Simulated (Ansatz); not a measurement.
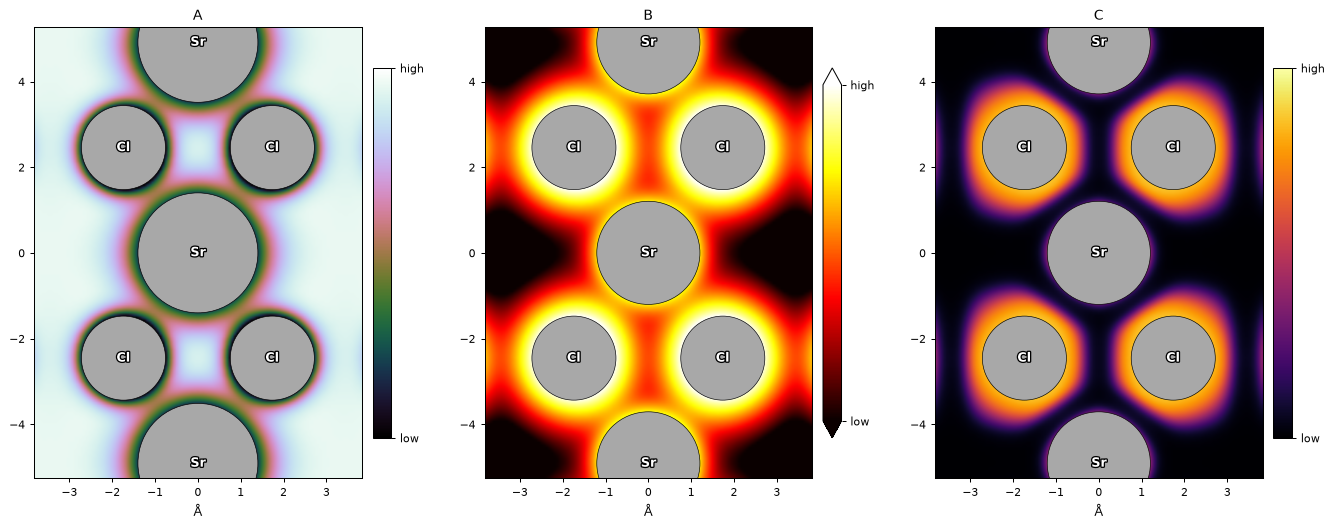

SrCl2: 3 fields on the (110) plane of the conventional cell, with unlabelled colour scales. Grey discs cover the atomic cores.

Space group Fm-3m; changed on purpose from its base cell (strained and moved within the space group).

The calculation used DFT PBE, scalar-relativistic, plane waves, PAW (Ansatz).

### The panels show electron localisation function, electrostatic potential energy of an electron and valence pseudo-density in some order. Assign them.

Panel A: electrostatic potential energy of an electron (low next to the atoms, rising into the space between them). Panel B: valence pseudo-density. Panel C: electron localisation function. From the grid: Sr–Cl (3.01 Å): ρ is about 0.14 e/Å³ halfway; the ELF peaks at about 0.90 in the valence shell of Cl, 0.8 Å from its nucleus, and drops to about 0.05 between the two atoms (an ionic contact with no shared pair).
